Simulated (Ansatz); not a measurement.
## Run report: Al$_{2}$Cu, geometry relaxation (part 2 of 2)

Al$_{2}$Cu (I4/mcm, 6 atoms in the cell); DFT r2SCAN, scalar-relativistic, plane waves, PAW, no spin polarisation (Ansatz 0.2.0); cutoff 500 eV, 10×10×10 k-mesh, Gaussian smearing of 0.1 eV. The structure derives from a Materials Project entry.

Geometry of the input (Å; fractional positions):
```
-2.9989  2.9989  2.3927
2.9989  -2.9989  2.3927
2.9989  2.9989  -2.3927
Al 0.8414  0.6586  0.5000
Al 0.6586  0.1586  0.8172
Al 0.3414  0.8414  0.1828
Al 0.1586  0.3414  0.5000
Cu 0.2500  0.2500  0.0000
Cu 0.7500  0.7500  0.0000
```

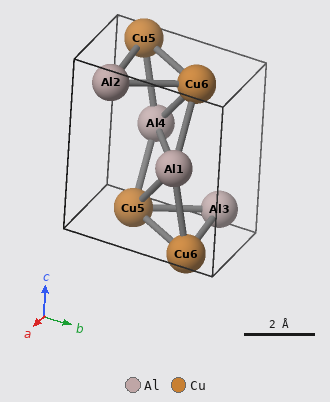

Figure 1. The geometry at step 2 of the log (ball-and-stick view of the cell of the calculation, seen slightly off an axis; atoms are numbered from 1 in the order of the input).

**Output, continued**
```
relax step   3: F+E_penalty+E_count = -15425.08886201 eV  Δ(F+E_penalty+E_count) = -3.448e-4 eV  max|allowed force component| = 2.426e-3 eV/Å  Δτ_max = 0.0013 Å  P = -0.061 GPa  Ω = 86.429 Å³  energy of the carried Pulay correction = -6.319e-5 eV  (6 SCF iters, dr2 threshold 3.17e-7 eV, accepted)
Crystal: 6 atoms, lattice volume = 86.353 Å³
iter 1 solved again at ethr=1.49e-7 eV; its pass at ethr=3.10e-3 eV (dr2=7.47e-5 eV) is discarded
SCF iter   1: F=—  HF=-15425.088871 eV  |F-HF|=—  |Δ(HF+E_count)|=         —  Δρ=3.42e-4  dr2=7.10e-5  dr2_τ=2.42e-5  ethr=1.49e-7  ⟨swp⟩=2.4  Hψ=15633  notcnv=0
preconditioner: auto → Kerker (q_TF=auto, 2.491 Å⁻¹)  [metal: Δε(μ)=0.012 eV  Ē_g=7.712 eV  σ=0.100 eV  W_gap=0.07  n_scr=16 (ndim 8)  ℏωp=23.3 eV  f_vac=0.000  D(μ)=1.85/eV (n_scr^D=12)]
SCF iter   2: F=—  HF=-15425.088912 eV  |F-HF|=—  |Δ(HF+E_count)|=   4.06e-5  Δρ=3.06e-4  dr2=4.10e-5  dr2_τ=4.52e-7  ethr=1.42e-7  ⟨swp⟩=2.0  Hψ=5504  notcnv=0
SCF iter   3: F=—  HF=-15425.088897 eV  |F-HF|=—  |Δ(HF+E_count)|=   1.48e-5  Δρ=4.77e-5  dr2=2.13e-6  dr2_τ=1.60e-8  ethr=8.20e-8  ⟨swp⟩=2.0  Hψ=4508  notcnv=0
SCF iter   4: F=—  HF=-15425.088889 eV  |F-HF|=—  |Δ(HF+E_count)|=   8.18e-6  Δρ=2.31e-5  dr2=2.34e-7  dr2_τ=5.41e-9  ethr=4.26e-9  ⟨swp⟩=2.0  Hψ=4334  notcnv=0
SCF iter   5: F=—  HF=-15425.088889 eV  |F-HF|=—  |Δ(HF+E_count)|=   2.01e-7  Δρ=2.27e-5  dr2=2.31e-7  dr2_τ=3.93e-10  ethr=4.68e-10  ⟨swp⟩=2.1  Hψ=4606  notcnv=0
SCF iter   6: F=-15425.088889 eV  HF=-15425.088889 eV  |F-HF|=8.73e-11  |Δ(HF+E_count)|=   1.22e-8  Δρ=2.98e-6  dr2=4.99e-9  dr2_τ=4.28e-11  ethr=3.29e-11  ⟨swp⟩=5.5  Hψ=18735  notcnv=0
SCF 4 converged in 6 iterations: F = -15425.088889 eV  dr2 = 4.99e-9
relax step   4: F+E_penalty+E_count = -15425.08888891 eV  Δ(F+E_penalty+E_count) = -2.691e-5 eV  max|allowed force component| = 1.581e-3 eV/Å  Δτ_max = 0.0008 Å  P = +0.044 GPa  Ω = 86.353 Å³  energy of the carried Pulay correction = -4.963e-5 eV  (6 SCF iters, dr2 threshold 1.65e-8 eV, accepted)
Initial wavefunctions: pseudopotential atomic-orbital guess (no wavefunctions were taken with the density)
iter 1 solved again at ethr=7.94e-7 eV; its pass at ethr=3.10e-3 eV (dr2=3.97e-4 eV) is discarded
SCF iter   1: F=—  HF=-15425.088935 eV  |F-HF|=—  |Δ(HF+E_count)|=         —  Δρ=3.78e-5  dr2=3.84e-8  dr2_τ=2.30e-8  ethr=7.94e-7  ⟨swp⟩=2.0  Hψ=20995  notcnv=0
eigensolver tolerance schedule: the retry pair's looser diagonalisation over-reported the residual by 10344.93 of it (diagonalisation noise at an unbounded share of the residual, at the tolerance the schedule requests for it); recorded, not acted on — ethr = c·dr2/N_el stays at c = 1.0e-1
preconditioner: auto → Kerker (q_TF=auto, 2.491 Å⁻¹)  [metal: Δε(μ)=0.013 eV  Ē_g=7.714 eV  σ=0.100 eV  W_gap=0.07  n_scr=16 (ndim 8)  ℏωp=23.3 eV  f_vac=0.000  D(μ)=1.85/eV (n_scr^D=12)]
SCF iter   2: F=—  HF=-15425.088937 eV  |F-HF|=—  |Δ(HF+E_count)|=   2.51e-6  Δρ=1.96e-5  dr2=1.77e-8  dr2_τ=2.73e-8  ethr=7.67e-11  ⟨swp⟩=2.7  Hψ=6192  notcnv=0
SCF iter   3: F=—  HF=-15425.088939 eV  |F-HF|=—  |Δ(HF+E_count)|=   1.36e-6  Δρ=9.22e-6  dr2=4.66e-8  dr2_τ=5.91e-10  ethr=3.54e-11  ⟨swp⟩=2.0  Hψ=5725  notcnv=0  recentre
SCF iter   4: F=—  HF=-15425.088939 eV  |F-HF|=—  |Δ(HF+E_count)|=   6.61e-9  Δρ=6.56e-7  dr2=2.12e-10  dr2_τ=5.73e-11  ethr=3.54e-11  ⟨swp⟩=2.3  Hψ=5091  notcnv=0
SCF iter   5: F=—  HF=-15425.088939 eV  |F-HF|=—  |Δ(HF+E_count)|=  5.11e-10  Δρ=5.52e-7  dr2=2.56e-10  dr2_τ=3.54e-12  ethr=1.00e-12  ⟨swp⟩=5.6  Hψ=13728  notcnv=0
SCF iter   6: F=-15425.088939 eV  HF=-15425.088939 eV  |F-HF|=1.38e-10  |Δ(HF+E_count)|=  8.55e-11  Δρ=2.09e-7  dr2=9.72e-12  dr2_τ=3.95e-12  ethr=1.00e-12  ⟨swp⟩=4.0  Hψ=14626  notcnv=0
SCF 5 converged in 6 iterations: F = -15425.088939 eV  dr2 = 9.72e-12
relax step   5: F+E_penalty+E_count = -15425.08893863 eV  Δ(F+E_penalty+E_count) = -4.972e-5 eV  max|allowed force component| = 1.573e-3 eV/Å  Δτ_max = 0.0000 Å  P = +0.045 GPa  Ω = 86.353 Å³  stress off target by 4.63e-2 GPa  SCF on the basis re-selected at this cell (its energy is not comparable with the rows above)  (6 SCF iters)
basis re-selected at this cell: Δ(F+E_penalty+E_count) = -4.972e-5 eV, ΔP = +0.000 GPa vs the last step (what re-selecting the basis moved, of the pressure what is left beyond the Pulay correction that the steps carried, after the strain that the cell walked since its last selection, with what the two solves' SCF thresholds leave and, on support functions, any second-order correction that the steps lacked; it is no measure of the basis error at this ecutwfc). This SCF's stress stands 4.63e-2 GPa from its target on what of the cell is left free (relax.cell.stress_tol is 5.00e-2 GPa) and its largest allowed force component is 1.57e-3 eV/Å (relax.f_tol is 5.00e-3 eV/Å): within both
SCF converged after 6 iterations
Free energy (F): -15425.088939 eV
Harris-Foulkes:  -15425.088939 eV  (|F-HF|=1.38e-10)
Internal energy: -15425.079667 eV  (E = F + TS)
E sigma→0 (E₀):  -15425.084303 eV
Entropy (-TS):   -0.009272 eV (-1.545 meV/atom)
Fermi energy:    10.788199 eV
--- Per-component energies (eV) ---
  E_band       = -966.863140
  E_kinetic    = 693.874236
  E_local      = -12381.119014  (includes V_loc(G=0)·N_el)
  E_nonlocal   = 815.776467
  E_hartree    = 5618.049580
  E_xc         = -317.836200
  E_vxc        = -380.621103  (∫ρ·V_xc dr)
  E_paw        = -5237.347964  (= ΣΔE_a)
  E_vpaw       = -975.146779  (= ΣTr[D̂ρ^β])
  E_aug_tail   = 0.000288  (compensation charges beyond the density's cutoff)
  E_vtau       = 24.273316  (kinetic-family band-sum trace: ∫τ·v_τ [+ j·A + Jᵃ·Aᵃ] dr)
  E_ewald      = -4615.634412
  E_core_change = -0.842648  (= ΣΔE_core)
  E_smearing   = -0.009272  (= −TS)
  E_closure    = -0.000000  (closes the sum)
  Σ components = -15425.088939   (vs F -15425.088939, Δ=0.00e0)
--- Forces (eV/Å), atoms counted from 1 ---
  atom   1  Al    -0.00157350     0.00157350     0.00000000
  atom   2  Al    -0.00157350    -0.00157350    -0.00000000
  atom   3  Al     0.00157350     0.00157350     0.00000000
  atom   4  Al     0.00157350    -0.00157350     0.00000000
  atom   5  Cu     0.00000000     0.00000000     0.00000000
  atom   6  Cu     0.00000000     0.00000000     0.00000000
  max |Σ_I F_I| component: 8.67e-18 eV/Å
--- Stress (GPa, compression-positive) ---
        0.043775       0.000000       0.000000
        0.000000       0.043775       0.000000
        0.000000       0.000000       0.046292
  P = ⅓ Tr σ = 0.0446 GPa (0.446 kbar)
--- Band table (eV; the first three rows and the last of 102) ---
  k-point 0: bands = ["-106.9411", "-106.9304", "-62.7627", "-62.7627", "-62.7546", "-62.7519", "-62.7519", "-62.6405", "-0.8859", "5.0817", "5.3027", "5.3027", "5.3558", "6.3030", "6.4344", "6.7996", "7.1120", "7.3949", "7.3949", "7.5152", "7.5152", "8.6604", "9.2155", "9.3723", "9.3723", "9.8350", "10.7673", "10.8353", "12.5433", "12.5433", "12.5826"]
  k-point 1: bands = ["-106.9411", "-106.9304", "-62.7627", "-62.7627", "-62.7546", "-62.7519", "-62.7519", "-62.6405", "-0.7970", "4.9341", "5.2808", "5.3243", "5.3300", "6.2489", "6.4497", "6.7584", "6.8819", "7.0197", "7.3941", "7.3949", "7.6409", "9.0306", "9.0388", "9.1169", "9.4942", "10.0578", "11.0333", "11.2458", "12.7559", "12.7941", "12.8329"]
  k-point 2: bands = ["-106.9411", "-106.9304", "-62.7627", "-62.7627", "-62.7546", "-62.7519", "-62.7519", "-62.6405", "-0.5313", "4.2519", "5.2300", "5.3473", "5.4072", "6.1367", "6.3798", "6.4951", "6.5689", "6.9209", "7.3921", "7.3949", "7.9562", "8.5112", "8.6308", "9.3008", "9.7332", "10.1512", "12.1010", "12.2073", "13.2830", "13.3828", "13.4023"]
  k-point 101: bands = ["-106.9411", "-106.9304", "-62.7628", "-62.7628", "-62.7547", "-62.7519", "-62.7519", "-62.6405", "3.2380", "3.2443", "3.4213", "3.4213", "4.9657", "5.6300", "5.6300", "5.9366", "6.0906", "6.4079", "6.4082", "6.7605", "7.2431", "7.3873", "7.3873", "8.8679", "13.6035", "13.8559", "13.8559", "14.3264", "15.5375", "15.9649", "15.9649"]
--- Relaxed structure (4 steps of the walk, 4 accepted, 1 SCFs on fresh bases) ---
  F+E_penalty+E_count = -15425.08893863 eV   max|allowed force component| = 1.573e-3 eV/Å   (the final SCF, on the basis selected at the relaxed cell)
  cell:  # Å, volume = 86.3529 Å³
    - [-2.995389767719959, 2.995389767719959, 2.406079772821636]
    - [2.995389767719959, -2.995389767719959, 2.406079772821636]
    - [2.995389767719959, 2.995389767719959, -2.406079772821636]
  atoms:
    - { symbol: Al, position: [0.8405370483519035, 0.6594629516480962, 0.5] }
    - { symbol: Al, position: [0.6594629516480964, 0.15946295164809635, 0.8189259032961929] }
    - { symbol: Al, position: [0.34053704835190357, 0.8405370483519036, 0.18107409670380725] }
    - { symbol: Al, position: [0.15946295164809635, 0.3405370483519036, 0.5] }
    - { symbol: Cu, position: [0.24999999999999997, 0.24999999999999997, -5.121725264474086e-20] }
    - { symbol: Cu, position: [0.75, 0.75, -5.1217252644740746e-20] }
```

**Trajectory as extended XYZ (Å, eV, eV/Å), 5 frames, from step=1 to step=5**
```
6
Lattice="-2.9989 2.9989 2.3927 2.9989 -2.9989 2.3927 2.9989 2.9989 -2.3927" Properties=species:S:1:pos:R:3:forces:R:3 step=1 energy=-15425.08731 pressure_GPa=0.38
Al    0.9513    2.0476    2.3927    0.0277  -0.0277   0.0000
Al    0.9513    3.9502    0.0000    0.0277   0.0277   0.0000
Al    2.0476   -0.9513    2.3927   -0.0277  -0.0277   0.0000
Al    2.0476    0.9513    0.0000   -0.0277   0.0277   0.0000
Cu    0.0000    0.0000    1.1964    0.0000   0.0000   0.0000
Cu    0.0000    0.0000    3.5891    0.0000   0.0000   0.0000
6
Lattice="-2.9996 2.9996 2.3991 2.9996 -2.9996 2.3991 2.9996 2.9996 -2.3991" Properties=species:S:1:pos:R:3:forces:R:3 step=2 energy=-15425.08852 pressure_GPa=0.05
Al    0.9551    2.0445    2.3991    0.0026  -0.0026   0.0000
Al    0.9551    3.9547    0.0000    0.0026   0.0026   0.0000
Al    2.0445   -0.9551    2.3991   -0.0026  -0.0026   0.0000
Al    2.0445    0.9551    0.0000   -0.0026   0.0026   0.0000
Cu    0.0000    0.0000    1.1995    0.0000   0.0000   0.0000
Cu    0.0000    0.0000    3.5987    0.0000   0.0000   0.0000
6
Lattice="-2.9969 2.9969 2.4057 2.9969 -2.9969 2.4057 2.9969 2.9969 -2.4057" Properties=species:S:1:pos:R:3:forces:R:3 step=3 energy=-15425.08886 pressure_GPa=-0.06
Al    0.9552    2.0417    2.4057    0.0024  -0.0024   0.0000
Al    0.9552    3.9521    0.0000    0.0024   0.0024   0.0000
Al    2.0417   -0.9552    2.4057   -0.0024  -0.0024   0.0000
Al    2.0417    0.9552    0.0000   -0.0024   0.0024   0.0000
Cu    0.0000    0.0000    1.2029    0.0000   0.0000   0.0000
Cu    0.0000    0.0000    3.6086    0.0000   0.0000   0.0000
6
Lattice="-2.9954 2.9954 2.4061 2.9954 -2.9954 2.4061 2.9954 2.9954 -2.4061" Properties=species:S:1:pos:R:3:forces:R:3 step=4 energy=-15425.08889 pressure_GPa=0.04
Al    0.9553    2.0401    2.4061   -0.0016   0.0016   0.0000
Al    0.9553    3.9507    0.0000   -0.0016  -0.0016   0.0000
Al    2.0401   -0.9553    2.4061    0.0016   0.0016   0.0000
Al    2.0401    0.9553    0.0000    0.0016  -0.0016   0.0000
Cu    0.0000    0.0000    1.2030    0.0000   0.0000   0.0000
Cu    0.0000    0.0000    3.6091    0.0000   0.0000   0.0000
6
Lattice="-2.9954 2.9954 2.4061 2.9954 -2.9954 2.4061 2.9954 2.9954 -2.4061" Properties=species:S:1:pos:R:3:forces:R:3 step=5 energy=-15425.08894 pressure_GPa=0.04
Al    0.9553    2.0401    2.4061   -0.0016   0.0016   0.0000
Al    0.9553    3.9507    0.0000   -0.0016  -0.0016   0.0000
Al    2.0401   -0.9553    2.4061    0.0016   0.0016   0.0000
Al    2.0401    0.9553    0.0000    0.0016  -0.0016   0.0000
Cu    0.0000    0.0000    1.2030    0.0000   0.0000   0.0000
Cu    0.0000    0.0000    3.6091    0.0000   0.0000   0.0000
```

**Results in brief**

| quantity | value |
| --- | --- |
| outcome | converged |
| space group (tolerance 0.01 Å) | I4/mcm (140) |
| electrons treated | 50 |
| free energy | −15425.0889 eV |
| Fermi energy | 10.788 eV |
| gap on the k-point mesh | none (metallic) |
| pressure | 0.04 GPa |
| final volume | 86.35 Å³ |
| largest force (length of the vector) at the end | 0.002 eV/Å |
| final cell | a = 4.872 Å, b = 4.872 Å, c = 4.872 Å, α = 104.12°, β = 104.12°, γ = 120.81° |
| hardware | 1 thread of Intel Xeon @ 2.50GHz (Skylake/Cascade Lake), 189 GiB of memory available, shared host |
| wall time | 5.1 min |
| peak memory | 0.78 GiB |
